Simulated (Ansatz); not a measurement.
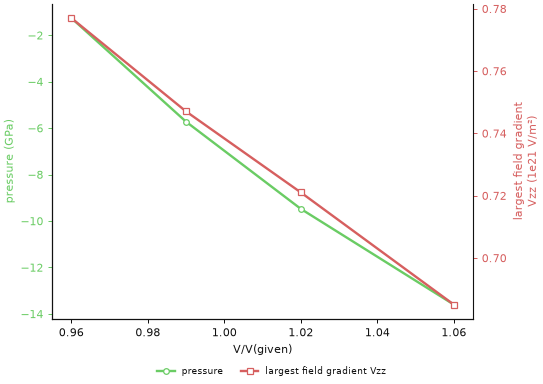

**Figure.** Pressure and largest field gradient Vzz against V/V(given) for ZnO, space group P6_3mc (No. 186).

V(given) is 11.90 Å³/atom.

The pressure falls from −1.3 GPa at V/V(given) 0.96 to −13.6 GPa at 1.06. The largest field gradient Vzz falls from 0.777 1e21 V/m² at V/V(given) 0.96 to 0.685 1e21 V/m² at 1.06.

Method: periodic Kohn-Sham DFT of a crystal at fixed atoms, scaled to the stated factor times the given cell; pressure positive in compression (Ansatz 0.2.0). Level: LDA.

| setting | value |
| --- | --- |
| method | frozen-core PAW |
| relativity | scalar |
| k mesh | 8×8×5 |
| occupations | Fermi–Dirac |
| smearing width | 0.01 eV |
| wave cutoff | 420 eV |
| PAW set | soft_2 |

Cell as given: a = 3.249 Å, b = 3.249 Å, c = 5.204 Å, α = 90.00°, β = 90.00°, γ = 120.00°; 4 atoms.

Caveats: PAW files made with PBE; the volumes run don't bracket the minimum of the energy, so any equilibrium value is extrapolated; shape and atomic fractions are frozen while scaling, which makes layered, chain and framework solids too stiff.
